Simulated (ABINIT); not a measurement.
# A GW chain in ABINIT: InP (F-43m), part 3 of 3

Aim: the G0W0 gap of InP (F-43m) on PBE, step by step.

ABINIT 10.8.3; PBE and many-body steps on it, plane waves. Known limits of the many-body steps: not at the basis limit; mesh may overstate the screening; no spin-orbit coupling; coarse k mesh.

So far. Step 4 (Empty states on the mesh, 4×4×4 mesh, 195 bands): On this mesh the gap is 0.688 eV. Step 5 (Screening, 4×4×4 mesh, 187 bands, screening to 179.6 eV): Local fields lower ε∞ by 5 %. On a Γ-centred mesh this coarse the value itself is usually too large, while a short band sum pulls it down.

### 6. Self-energy, 4×4×4 mesh, 187 bands, screening to 179.6 eV

The self-energy is evaluated for the states that the input lists, and the levels follow from it, in one-shot runs by the linearised quasiparticle equation.

This step: G0W0 on PBE, plane waves, norm-conserving pseudopotentials.

Contents of run.abi:

```
acell 3*1.0 Angstrom
rprim 
  -0.000000000000 2.934350000000 2.934350000000
  2.934350000000 -0.000000000000 2.934350000000
  2.934350000000 2.934350000000 -0.000000000000
ntypat 2
znucl 49 15
natom 2
typat 1 2
xred 
  0.000000000000 0.000000000000 0.000000000000
  0.250000000000 0.250000000000 0.250000000000
pp_dirpath "pseudos"
pseudos "In.upf, P.upf"
ecut 33
ngkpt 4 4 4
nshiftk 1
shiftk 0 0 0
kptopt 1
chksymbreak 0
istwfk *1
occopt 1
irdwfk 1
optdriver 4
nband 187
gwcalctyp 0
ecutsigx 33
symsigma 1
nkptgw 8
kptgw 
  0.0000000000 0.0000000000 0.0000000000
  0.2500000000 0.0000000000 0.0000000000
  0.5000000000 0.0000000000 0.0000000000
  0.2500000000 0.2500000000 0.0000000000
  0.5000000000 0.2500000000 0.0000000000
  -0.2500000000 0.2500000000 0.0000000000
  0.5000000000 0.5000000000 0.0000000000
  -0.2500000000 0.5000000000 0.2500000000
bdgw 
  11 23
  11 23
  11 23
  11 23
  11 23
  11 23
  11 23
  11 23
ecuteps 6.6
irdscr 1
ppmodel 1
indata_prefix "in"
outdata_prefix "out"
tmpdata_prefix "tmp"
```

Started as:

```
OMP_NUM_THREADS=1 mpirun -n 4 abinit run.abi > log
```

Numbers of over 12 decimals in the logs are rounded to 6 here.

The program printed:

```text
.Version 10.8.3 of ABINIT. v10.8.2 released Aug 2026.

 Symmetries : space group F-4 3 m (#216); Bravais cF (face-center cubic)
[... echo of the input left out ...]
== DATASET  1 ==================================================================
-   mpi_nproc: 4, omp_nthreads: 1 (-1 if OMP is not activated)

--- !DatasetInfo
iteration_state: {dtset: 1, }
dimensions: {natom: 2, nkpt: 8, mband: 187, nsppol: 1, nspinor: 1, nspden: 1, mpw: 3119, }
cutoff_energies: {ecut:  33.0, pawecutdg:  -1.0, }
electrons: {nelect:   2.60000000E+01, charge:   0.00000000E+00, occopt:   1.00000000E+00, tsmear:   1.00000000E-02, }

 SIGMA: Calculation of the GW corrections

 Based on a program developped by R.W. Godby, V. Olevano, G. Onida, and L. Reining.
 Incorporated in ABINIT by V. Olevano, G.-M. Rignanese, and M. Torrent.
.Using double precision arithmetic ; gwpc =  8

[... cell and pseudopotentials left out ...]
--------------------------------------------------------------------------------

 ==== K-mesh for the wavefunctions ====
 Number of points in the irreducible wedge :     8
[... list of points left out ...]
 Together with 24 symmetry operations and time-reversal symmetry
 yields    64 points in the full Brillouin Zone.

 ==== Q-mesh for screening function ====
 Number of points in the irreducible wedge :     8
[... list of points left out ...]
 Together with 24 symmetry operations and time-reversal symmetry
 yields    64 points in the full Brillouin Zone.

 vcoul_init : cutoff-mode = AUXILIARY_FUNCTION
 q-points for optical limit:   1
     1)      0.000010    0.000020    0.000030
 setmesh: FFT mesh size selected  =    45x   45x   45
          total number of points  =        91125

 Number of electrons calculated from density =   26.0000; Expected =   26.0000
 average of density, n =  0.076245
 r_s =    1.4630
 omega_plasma =   26.6355 [eV]

 === KS Band Gaps ===
  >>>> For spin  1
   Minimum direct gap =   0.6876 [eV], located at k-point      :   0.0000  0.0000  0.0000
   Fundamental gap    =   0.6876 [eV], Top of valence bands at :   0.0000  0.0000  0.0000
                                       Bottom of conduction at :   0.0000  0.0000  0.0000
 SIGMA fundamental parameters:
 PLASMON POLE MODEL  1
 number of plane-waves for SigmaX                 3119
 number of plane-waves for SigmaC and W            283
 number of plane-waves for wavefunctions          3119
 number of bands                                   187
 number of independent spin polarizations            1
 number of spinorial components                      1
 number of k-points in IBZ                           8
 number of q-points in IBZ                           8
 number of symmetry operations                      24
 number of k-points in BZ                           64
 number of q-points in BZ                           64
 number of frequencies for dSigma/dE                 9
 frequency step for dSigma/dE [eV]                0.25
 number of omega for Sigma on real axis              0
 max omega for Sigma on real axis  [eV]           0.00
 zcut for avoiding poles [eV]                     0.10

 EPSILON^-1 parameters (SCR file):
 dimension of the eps^-1 matrix on file            283
 dimension of the eps^-1 matrix used               283
 number of plane-waves for wavefunctions          3119
 number of bands                                   187
 number of q-points in IBZ                           8
 number of frequencies                               2
 number of real frequencies                          1
 number of imag frequencies                          1

 matrix elements of self-energy operator (all in [eV])

 Perturbative Calculation

--- !SelfEnergy_ee
iteration_state: {dtset: 1, }
kpoint     : [   0.000,    0.000,    0.000, ]
spin       : 1
KS_gap     :    0.688
QP_gap     :    1.348
Delta_QP_KS:    0.660
data: !SigmaeeData |
     Band     E0 <VxcDFT>   SigX SigC(E0)      Z dSigC/dE  Sig(E)    E-E0       E
       11   4.922 -12.904 -14.799   1.058   0.776  -0.289 -13.553  -0.649   4.273
       12   4.922 -12.904 -14.799   1.058   0.776  -0.289 -13.553  -0.649   4.273
       13   4.922 -12.904 -14.799   1.058   0.776  -0.289 -13.553  -0.649   4.273
       14   5.610 -11.727  -7.731  -3.982   0.790  -0.265 -11.716   0.011   5.621
       15   9.010 -10.776  -6.305  -4.345   0.795  -0.258 -10.676   0.100   9.110
       16   9.010 -10.776  -6.305  -4.345   0.795  -0.258 -10.676   0.100   9.110
       17   9.010 -10.776  -6.305  -4.345   0.795  -0.258 -10.676   0.100   9.110
       18  13.498  -9.035  -3.836  -5.294   0.795  -0.258  -9.111  -0.076  13.422
       19  14.330 -10.984  -5.369  -5.388   0.772  -0.296 -10.809   0.175  14.505
       20  14.330 -10.984  -5.369  -5.388   0.772  -0.296 -10.809   0.175  14.505
[...]
--- !SelfEnergy_ee
iteration_state: {dtset: 1, }
kpoint     : [   0.250,    0.000,    0.000, ]
spin       : 1
KS_gap     :    2.337
QP_gap     :    3.022
Delta_QP_KS:    0.685
data: !SigmaeeData |
     Band     E0 <VxcDFT>   SigX SigC(E0)      Z dSigC/dE  Sig(E)    E-E0       E
[...]
--- !SelfEnergy_ee
iteration_state: {dtset: 1, }
kpoint     : [   0.500,    0.000,    0.000, ]
spin       : 1
KS_gap     :    2.454
QP_gap     :    3.166
Delta_QP_KS:    0.712
data: !SigmaeeData |
     Band     E0 <VxcDFT>   SigX SigC(E0)      Z dSigC/dE  Sig(E)    E-E0       E
[...]
--- !SelfEnergy_ee
iteration_state: {dtset: 1, }
kpoint     : [   0.250,    0.250,    0.000, ]
spin       : 1
KS_gap     :    3.889
QP_gap     :    4.552
Delta_QP_KS:    0.663
data: !SigmaeeData |
     Band     E0 <VxcDFT>   SigX SigC(E0)      Z dSigC/dE  Sig(E)    E-E0       E
[...]
--- !SelfEnergy_ee
iteration_state: {dtset: 1, }
kpoint     : [   0.500,    0.250,    0.000, ]
spin       : 1
KS_gap     :    4.283
QP_gap     :    4.942
Delta_QP_KS:    0.659
data: !SigmaeeData |
     Band     E0 <VxcDFT>   SigX SigC(E0)      Z dSigC/dE  Sig(E)    E-E0       E
[...]
--- !SelfEnergy_ee
iteration_state: {dtset: 1, }
kpoint     : [  -0.250,    0.250,    0.000, ]
spin       : 1
KS_gap     :    4.017
QP_gap     :    4.762
Delta_QP_KS:    0.745
data: !SigmaeeData |
     Band     E0 <VxcDFT>   SigX SigC(E0)      Z dSigC/dE  Sig(E)    E-E0       E
[...]
--- !SelfEnergy_ee
iteration_state: {dtset: 1, }
kpoint     : [   0.500,    0.500,    0.000, ]
spin       : 1
KS_gap     :    4.074
QP_gap     :    4.622
Delta_QP_KS:    0.549
data: !SigmaeeData |
     Band     E0 <VxcDFT>   SigX SigC(E0)      Z dSigC/dE  Sig(E)    E-E0       E
[...]
--- !SelfEnergy_ee
iteration_state: {dtset: 1, }
kpoint     : [  -0.250,    0.500,    0.250, ]
spin       : 1
KS_gap     :    7.186
QP_gap     :    7.772
Delta_QP_KS:    0.585
data: !SigmaeeData |
     Band     E0 <VxcDFT>   SigX SigC(E0)      Z dSigC/dE  Sig(E)    E-E0       E
[...]
19  16.167 -11.903  -5.504  -6.147   0.741  -0.350 -11.717   0.186  16.353
       20  16.960  -9.666  -3.827  -6.076   0.751  -0.331  -9.844  -0.178  16.783
       21  16.973 -10.957  -4.447  -6.330   0.738  -0.354 -10.824   0.133  17.106
       22  19.405  -8.931  -2.766  -6.489   0.734  -0.363  -9.169  -0.238  19.167
       23  21.611 -11.083  -3.941  -7.475   0.692  -0.445 -11.313  -0.230  21.381

 New Fermi energy :        1.818119E-01 Ha ,    4.947354E+00 eV

 === QP Band Gaps ===
  >>>> For spin  1
   Minimum direct gap =   1.3479 [eV], located at k-point      :   0.0000  0.0000  0.0000
   Fundamental gap    =   1.3479 [eV], Top of valence bands at :   0.0000  0.0000  0.0000
                                       Bottom of conduction at :   0.0000  0.0000  0.0000

== END DATASET(S) ==============================================================
================================================================================

 -outvars: echo values of variables after computation  --------
           etotal      0.0000000000E+00
            nband         187
             nkpt           8
          spgroup         216
 [... the other variables as echoed above ...]

 Calculation completed.
```

The job ended after 5.1 min (4 MPI ranks of Arm Neoverse V2, shared host; peak memory 1.4 GiB).

Numbers from this step:

```yaml
g0w0_gap_on_the_mesh: 1.348 eV
starting_gap_on_the_mesh: 0.6876 eV
k_of_the_valence_top: 0, 0, 0
k_of_the_conduction_bottom: 0, 0, 0
z_at_the_valence_top: 0.776
z_at_the_conduction_bottom: 0.79
least_direct_g0w0_gap_on_the_computed_points: 1.348 eV
```

The gap on the mesh goes from 0.69 eV to 1.35 eV, a correction of +0.66 eV.

Limits: finite bands, cutoff and mesh; no spin-orbit coupling; coarse k mesh. v1 is the top filled band, c1 the lowest empty one. The levels before and after the correction (eV, zero at the valence-band top of each column):

```tsv
	conduction bottom	valence top
Kohn-Sham	0.69	0.00
G0W0	1.35	0.00
```

```tsv
	level	energy (eV)
Kohn-Sham	Γ v3-v1	0.000
Kohn-Sham	Γ c1	0.688
Kohn-Sham	Γ c2-c4	4.087
G0W0	Γ v3-v1	0.000
G0W0	Γ c1	1.348
G0W0	Γ c2-c4	4.837
```

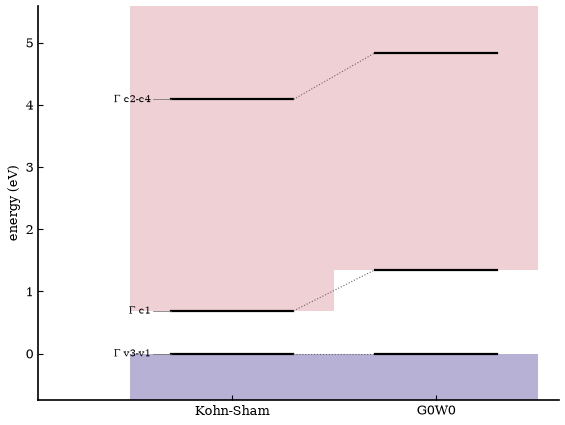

Levels before and after the correction. Shaded: valence and conduction bands.

### 7. Where the time went

Times are wall times on 4 MPI ranks of Arm Neoverse V2, shared host, good to a factor of about two.

```tsv
step	time	share	memory (GiB)
ground state	11 s	3 %	0.33
bands along the symmetry lines	13 s	3 %	0.31
empty states on the mesh	39 s	9 %	2.3
screening	49 s	12 %	1.2
self-energy	5.1 min	73 %	1.4
```

### 8. Outcome

```yaml
pbe_gap: 0.69 eV, direct
g0w0_gap_on_the_mesh: 1.35 eV
gw_settings: 4×4×4 mesh, 187 bands, screening to 179.6 eV, Godby-Needs plasmon pole
known_limits: not at the basis limit; mesh may overstate the screening; no spin-orbit coupling; coarse k mesh
```

G0W0 moves the gap on the mesh from 0.69 eV to 1.35 eV (+0.66 eV), with Z of 0.78 and 0.79 at the edges. Local fields lower the RPA ε∞ on this mesh from 49.81 to 47.20; a Γ-centred mesh this coarse tends to raise both, most where the direct gap is narrow, while a short band sum lowers them. The dearest step here is «self-energy». Bands and cutoff are finite, so the gap is not at the basis limit. The miss can reach some tenths of an eV and take either sign; the mesh is an error of its own. The 4×4×4 mesh is coarse for this cell, which bears on the long-range parts of exchange and screening. The RPA ε∞ on this mesh reaches over 25; with a narrow direct gap a coarse mesh can overstate it, and the correction is then too small. The many-body steps are scalar-relativistic: spin-orbit coupling is not in them.

[Paths, hosts, dates, memory and timing lines, banners, echoed tables and standing remarks are left out of the program output.]

[Logs are printed without paths, hosts, clocks, repeated set-up lines and the standing remarks that a program may print on its own settings, such as how far it seeks lower states.]

[Runs of the session that timed out or met a known fault of the program may be left out.]

[Hosts, paths, dates, database ids (printed as entryN), source tags and the programs' standing remarks are cut or masked in the printed files.]

[G0W0 gaps are taken among the corrected bands and points alone; a level outside them can change the order at an edge.]

[Where Ansatz stands beside ABINIT at settings called matched, ABINIT's density can come from a denser mesh and the files from another edition; pairs whose starting gaps differed by over 0.03 eV were left out, so agreement reads better than it is.]
